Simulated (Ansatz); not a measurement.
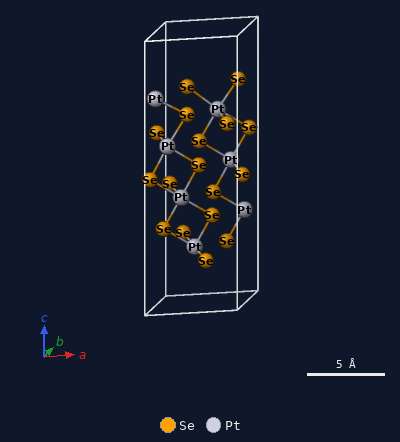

The input geometry (ball-and-stick view of the cell of the calculation, with the vacuum cut short, seen slightly off an axis). An atom can appear more than once, as a periodic image. Near neighbours in the periodic cell (some may lie outside the picture): Se has 2 Pt at 2.41 to 2.62 Å; Pt has 4 Se at 2.41 to 2.49 Å; Se has 3 Pt at 2.44 to 2.60 Å; Pt has 6 Se at 2.49 to 2.62 Å.

Run report: PtSe2, single-point calculation (part 1 of 2)

- system: PtSe2 (slab, 21 atoms in the cell)
- method: DFT PBE, scalar-relativistic, plane waves, PAW, no spin polarisation (Ansatz 0.2.0)

The structure derives from an entry of the Crystallography Open Database. It belongs to a series of runs on one base structure; here: clean surface. Figures and captions count atoms from 1; the log counts them from 0 in places.

**Output**
```
Engine: ansatz 0.2.0, aarch64-unknown-linux-gnu
Pseudopotentials: kind: paw
Pseudopotential: Se, paw, valence charge 16, recommended cutoff 420 eV (normal), Se.paw.azcp
Pseudopotential: Pt, paw, valence charge 18, recommended cutoff 420 eV (normal), Pt.paw.azcp
Functional definition: PBE
  parameter kappa = 0.804
  parameter beta = 0.06672455060314922
  exchange = pbe_x(kappa = kappa, mu = beta*pi^2/3)
  correlation = pbe_c(beta = beta)
Crystal: 21 atoms, lattice volume = 1090.963 Å³
Basis set: ecut = 420 eV, 21409 PW (Γ), exchange–correlation on 90×90×432 points (8 copies of the dense FFT grid, shifted against one another)
Bands: 210, of which v1, the nominal top of the filled ones, is band 175 counted from 1 (174 counted from 0)
Symmetry: 1 space group operations
Space group: P1 (ITA 1), of the structure as read, at distance tolerance 1.0e-4 Å
k-points: 61 of 121 (time reversal used)
Non-local potential: Se, projectors of the file, l = 0: 2, l = 1: 2, l = 2: 3, l = 3: 1
Non-local potential: Pt, projectors of the file, l = 0: 3, l = 1: 2, l = 2: 2, l = 3: 1
PAW form: soft (Blöchl's): semilocal exchange-correlation on the pseudo side does not see the compensation charge
PAW one-centre angular grid: Se, 590 points (default); XC on 64 Gauss nodes
PAW one-centre angular grid: Pt, 590 points (default); XC on 64 Gauss nodes
Initial density: read from a saved state, or passed on in memory by an earlier SCF of this step, an earlier step, the calling program or the single point that the run made first
Stability of the state it starts from, as read at its close in the unpolarized treatment: not read negative (Ritz values of 1 − χ₀K, real part plus size of imaginary part, from 1.0 to 1.1, by its mixing steps under no symmetry)
Initial wavefunctions: pseudopotential atomic-orbital guess
Functional: x = pbe(κ = 0.804, μ = 0.2195149727645171), c = pbe(β = 0.06672455060314922)
iter 1 solved again at ethr=1.58e-6 eV; its pass at ethr=3.10e-3 eV (dr2=5.54e-3 eV) is discarded
SCF iter   1: F=—  HF=-164232.158365 eV  |F-HF|=—  |Δ(HF+E_count)|=         —  Δρ=2.65e-4  dr2=4.61e-3  ethr=1.58e-6  p=-0.002 e·Å  D=-3.31e-4 V/Å  ΔV_dip=0.01 eV  dr2_dipole=1.96e-3  V_vac-E_F(+/−)=5.21/5.20 eV  ⟨swp⟩=5.7  Hψ=86916  notcnv=0  defer=2
efield: sawtooth ramp at fractional position 0.9800 (handed on by an earlier solve), width 0.0400; the density the first Hamiltonian is built on has a dipole p = -0.002 e·Å; the dipole correction subtracts the counter field D = -3.31e-4 V/Å, which shifts the + side's vacuum level by +0.01 eV against the − side's; the planar-averaged density in the ramp window peaks in size at 9.4e-6 e/Å³
preconditioner: auto → LDOS  [metal: Δε(μ)=0.000 eV  Ē_g=9.301 eV  σ=0.050 eV  W_gap=0.00  n_scr=202 (ndim 8)  ℏωp=14.0 eV  f_vac=0.572  D(μ)=9.81/eV (n_scr^D=42)  β→1.0]
SCF iter   2: F=—  HF=-164232.158061 eV  |F-HF|=—  |Δ(HF+E_count)|=   3.05e-4  Δρ=8.40e-5  dr2=1.10e-4  ethr=1.32e-6  p=-0.000 e·Å  D=-3.56e-5 V/Å  ΔV_dip=0.00 eV  dr2_dipole=6.75e-6  V_vac-E_F(+/−)=5.21/5.21 eV  ⟨swp⟩=2.4  Hψ=13657  notcnv=0  defer=39
SCF iter   3: F=—  HF=-164232.158090 eV  |F-HF|=—  |Δ(HF+E_count)|=   2.93e-5  Δρ=5.03e-5  dr2=6.43e-5  ethr=3.14e-8  p=0.000 e·Å  D=2.68e-5 V/Å  ΔV_dip=-0.00 eV  dr2_dipole=1.16e-5  V_vac-E_F(+/−)=5.21/5.21 eV  ⟨swp⟩=2.1  Hψ=23910  notcnv=0  defer=121
SCF iter   4: F=—  HF=-164232.157976 eV  |F-HF|=—  |Δ(HF+E_count)|=   1.14e-4  Δρ=1.19e-5  dr2=3.67e-6  ethr=1.84e-8  p=0.000 e·Å  D=2.79e-5 V/Å  ΔV_dip=-0.00 eV  dr2_dipole=2.92e-7  V_vac-E_F(+/−)=5.21/5.21 eV  ⟨swp⟩=2.0  Hψ=16604  notcnv=0  defer=122
SCF iter   5: F=—  HF=-164232.157978 eV  |F-HF|=—  |Δ(HF+E_count)|=   1.91e-6  Δρ=4.52e-6  dr2=4.75e-7  ethr=1.05e-9  p=0.000 e·Å  D=3.90e-5 V/Å  ΔV_dip=-0.00 eV  dr2_dipole=8.26e-10  V_vac-E_F(+/−)=5.21/5.21 eV  ⟨swp⟩=2.5  Hψ=18974  notcnv=0  defer=122
SCF iter   6: F=—  HF=-164232.157978 eV  |F-HF|=—  |Δ(HF+E_count)|=   6.49e-7  Δρ=2.30e-6  dr2=1.11e-7  ethr=2.86e-11  p=0.000 e·Å  D=4.00e-5 V/Å  ΔV_dip=-0.00 eV  dr2_dipole=1.58e-9  V_vac-E_F(+/−)=5.21/5.21 eV  ⟨swp⟩=27.5  Hψ=120177  notcnv=0
iter 7 met the thresholds in force, and the SCF goes on: an eigenvalue changes by 29.74 meV, over its tolerance of 10.00 meV (output.eigenvalues, Limitations)
SCF iter   7: F=-164232.157979 eV  HF=-164232.157979 eV  |F-HF|=1.34e-7  |Δ(HF+E_count)|=   2.71e-7  Δρ=1.21e-6  dr2=3.35e-8  ethr=2.86e-11  p=0.000 e·Å  D=4.04e-5 V/Å  ΔV_dip=-0.00 eV  dr2_dipole=8.86e-10  V_vac-E_F(+/−)=5.21/5.21 eV  ⟨swp⟩=20.7  Hψ=92028  notcnv=0
SCF iter   8: F=-164232.157979 eV  HF=-164232.157979 eV  |F-HF|=3.12e-8  |Δ(HF+E_count)|=   1.24e-7  Δρ=4.25e-7  dr2=5.04e-9  ethr=9.58e-12  p=0.000 e·Å  D=4.09e-5 V/Å  ΔV_dip=-0.00 eV  dr2_dipole=5.93e-10  V_vac-E_F(+/−)=5.21/5.21 eV  ⟨swp⟩=17.0  Hψ=86206  notcnv=0
SCF 1 converged in 8 iterations: F = -164232.157979 eV  dr2 = 5.04e-9
  greatest PAW one-centre occupation: 1.000 electrons in one spin orbital (limit 2), on the Pt atom at site 4 (counted from 0), in its partial waves of l = 0
```

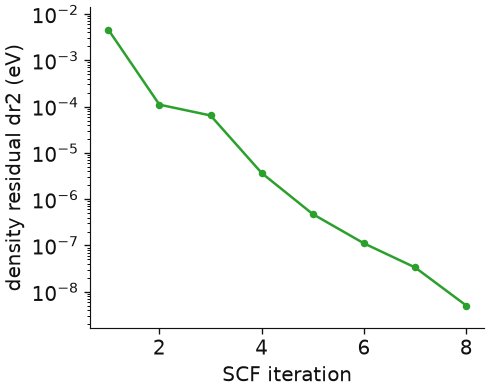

Convergence of the self-consistent field: density residual dr2 against the SCF iteration. The residual falls at every step.

```
WARN: The output density's exchange-correlation potential varies sharply where the density is thin. Do not read a vacuum level from v_tot or v_xc, or from such a field of the output density. On a cell that repeats whose density bears no net charge and no dipole along the vacuum's axis use v_es (v_loc + v_h of the components); under efield.dipole_correction with no amplitude use v_es + v_field, which holds any external_charges[].barrier, or the levels of the report's work_function block, which leave it out; under a non-zero efield.amplitude the vacuum is tilted and has no level; on a cell that repeats and bears such a dipole with no correction it is tilted too, and efield.dipole_correction with no amplitude gives each side of its ramp a level where efield: is served; in a cell that repeats whose density bears a net charge (total_charge, or a fill off its count) it is curved and has none; of a slab under crystal.periodic whose density bears no net charge use v_es, which has a level on each side, short of where the two are joined; of another it falls or rises all the way out and has none; of a slab beside external_charges read slab_vacuum_level instead, which it has where they leave it neutral. The grid or the basis barely resolves most such structure, and the values can differ between equally converged runs; as a rule a tighter scf.convergence.dr2_threshold does not remove it. Where the density itself ripples (under the LDA too) a higher basis.ecutwfc lessens it. The files hold the spikes' plane waves up to the density's cutoff. Files: v_tot_of_output_density and the like, and their columns of v_z.tsv (output.write_potential); v_xc_of_output_density and the like, and their columns of v_comp_z.tsv (output.write_potential_components). Measured: with its Gaussian average of σ = 0.25 Å subtracted twice, the exchange-correlation potential is over 0.1 eV at 2 of the grid points where the equally averaged density (valence and model cores) is under 1e-3 e/Å³, and 0.104 eV at the most among them, at an averaged density of 9.8e-4 e/Å³. The input density's (outcome.potential() and, of a run that writes arrays, v_tot and v_xc) is over 0.1 eV, so measured, at 1 points of its own thin density, 0.105 eV at the most. See output.write_potential in the manual, Limitations
SCF converged after 8 iterations
an eigenvalue changed by more than its tolerance at an iteration that met the thresholds in force, so the SCF went on 1 time: the last check was not made
the last check of whether an eigenvalue changes by more than its tolerance under the output density was not made (no_room)
Free energy (F): -164232.157979 eV
Harris-Foulkes:  -164232.157979 eV  (|F-HF|=3.12e-8)
Internal energy: -164232.145698 eV  (E = F + TS)
E sigma→0 (E₀):  -164232.151839 eV
Entropy (-TS):   -0.012281 eV (-0.585 meV/atom)
Fermi energy:    1.858497 eV
Dipole field:    D = 0.000027 V/Å  (p = 0.000162 e·Å, saw-weighted, corrected)
Work function:   Φ+ = 5.2115 eV   Φ− = 5.2123 eV
Levels:          The Fermi level and band energies are counted from a zero that moves with the ramp; work functions are not
--- Per-component energies (eV) ---
  E_band       = -10541.332816
  E_kinetic    = 6109.101105
  E_local      = -656004.490472  (includes V_loc(G=0)·N_el)
  E_nonlocal   = -6926.350336
  E_hartree    = 324372.830017
  E_xc         = -3284.340135
  E_vxc        = -3484.942547  (∫ρ·V_xc dr)
  E_paw        = -92949.298030  (= ΣΔE_a)
  E_vpaw       = 1019.713344  (= ΣTr[D̂ρ^β])
  E_aug_tail   = -0.006919  (compensation charges beyond the density's cutoff)
  E_efield     = 0.000000  (sawtooth field / dipole correction)
  E_vefield    = -0.000588  (∫n·V_field dr)
  E_ewald      = 264450.409072
  E_smearing   = -0.012281  (= −TS)
  E_closure    = -0.000000  (closes the sum)
  Σ components = -164232.157979   (vs F -164232.157979, Δ=0.00e0)
--- Forces (eV/Å), atoms counted from 1 ---
  atom   1  Se    -0.09062315     0.72609802    -0.19273252
  atom   2  Pt    -0.30071550    -0.28170726     0.93817193
  atom   3  Se     0.46729015    -0.60433394    -0.81683526
  atom   4  Se    -0.28204096     0.03153026    -0.65723237
  atom   5  Pt    -0.07903004    -0.05771676     0.22188903
  atom   6  Se     0.74064197     0.13701056    -0.18887134
  atom   7  Se    -0.56381602    -0.32371037     0.08729182
  atom   8  Pt     0.20235721     0.14202248    -0.05887848
  atom   9  Se     0.27301811     0.32624584     0.32550133
  atom  10  Se    -0.37076172    -0.10729953     0.34958073
  atom  11  Pt     0.00229544     0.00289044     0.00758581
  atom  12  Se     0.01512221     0.00504090     0.00318628
  atom  13  Se    -0.01113305     0.00809283     0.00173144
  atom  14  Pt    -0.00807417     0.01613492    -0.02201435
  atom  15  Se     0.01328478    -0.00173355    -0.01267137
  atom  16  Se     0.00248515    -0.00229244     0.01267916
  atom  17  Pt     0.01184638    -0.00202870     0.00583550
  atom  18  Se     0.00584964    -0.03442546    -0.00040135
  atom  19  Se    -0.01715813    -0.00342807     0.00619145
  atom  20  Pt    -0.01818928     0.04760960    -0.01129311
  atom  21  Se     0.00734843    -0.02400285     0.00130208
  max |Σ_I F_I| component: 1.64e-5 eV/Å
--- Band table (eV; the first three rows and the last of 61) ---
  k-point 0: bands = ["-97.5187", "-97.2864", "-97.2748", "-97.2442", "-97.1829", "-96.5771", "-96.4205", "-51.7999", "-51.7601", "-51.6593", "-51.5723", "-51.5399", "-51.5204", "-51.5159", "-51.5120", "-51.4786", "-51.4653", "-51.4529", "-51.4110", "-51.4085", "-51.3850", "-51.3245", "-51.0265", "-50.8159", "-50.7824", "-50.6798", "-50.6372", "-50.5455", "-46.8235", "-46.8175", "-46.8108", "-46.8044", "-46.7927", "-46.7837", "-46.7774", "-46.7601", "-46.7508", "-46.7484", "-46.7431", "-46.7395",
      "-46.7355", "-46.7087", "-46.6990", "-46.6881", "-46.6856", "-46.6830", "-46.6518", "-46.6505", "-46.5622", "-46.5605", "-46.5593", "-46.5582", "-46.5477", "-46.5447", "-46.5327", "-46.5303", "-46.5295", "-46.5281", "-46.4672", "-46.4644", "-46.4482", "-46.4395", "-46.4344", "-46.4229", "-46.4215", "-46.4209", "-46.4146", "-46.4101", "-46.4096", "-46.4045", "-46.4020", "-46.3859", "-46.3826", "-46.3807", "-46.3771", "-46.3750", "-46.3691", "-46.3655", "-45.9071", "-45.8803",
      "-45.8643", "-45.8616", "-45.8453", "-45.8402", "-45.8103", "-45.7954", "-45.7881", "-45.7846", "-45.7719", "-45.7686", "-45.7505", "-45.6859", "-45.6843", "-45.6801", "-45.6740", "-45.6433", "-45.5964", "-45.5917", "-13.3068", "-12.8828", "-12.2499", "-11.7448", "-11.6934", "-11.5491", "-11.4681", "-11.3834", "-11.2335", "-11.1772", "-11.0176", "-10.8967", "-10.2686", "-10.2095", "-5.1554", "-4.7658", "-4.5770", "-4.4144", "-4.2240", "-4.1663", "-4.1038", "-4.0911",
      "-4.0312", "-4.0051", "-3.8439", "-3.8032", "-3.7706", "-3.6848", "-3.4283", "-3.3666", "-3.3513", "-3.0864", "-3.0275", "-2.8952", "-2.7629", "-2.7440", "-2.5361", "-2.5200", "-2.3912", "-2.3488", "-2.2423", "-2.1532", "-2.0492", "-1.9621", "-1.8879", "-1.7802", "-1.6433", "-1.4734", "-1.4046", "-1.3676", "-1.2832", "-1.2223", "-1.1894", "-1.0510", "-0.9512", "-0.9328", "-0.8384", "-0.7640", "-0.5389", "-0.4590", "-0.3378", "-0.1421",
      "-0.0994", "-0.0671", "0.1071", "0.1473", "0.3062", "0.4311", "0.5456", "0.6004", "0.8452", "0.8962", "1.0697", "1.3259", "1.4736", "1.5916", "1.7214", "2.4011", "2.4905", "2.6788", "2.8391", "2.9810", "3.0656", "3.1946", "3.4791", "3.5416", "3.5940", "3.6797", "3.7778", "3.8505", "3.9093", "5.2109", "5.5360", "6.1599", "6.6125", "6.8673", "6.9104", "7.0946", "7.2775", "7.2981", "7.4021", "7.4631",
      "7.5626", "7.6092", "8.1177", "8.4702", "8.6197", "8.7046", "8.9466", "9.0294", "9.0912", "9.2341"]
```
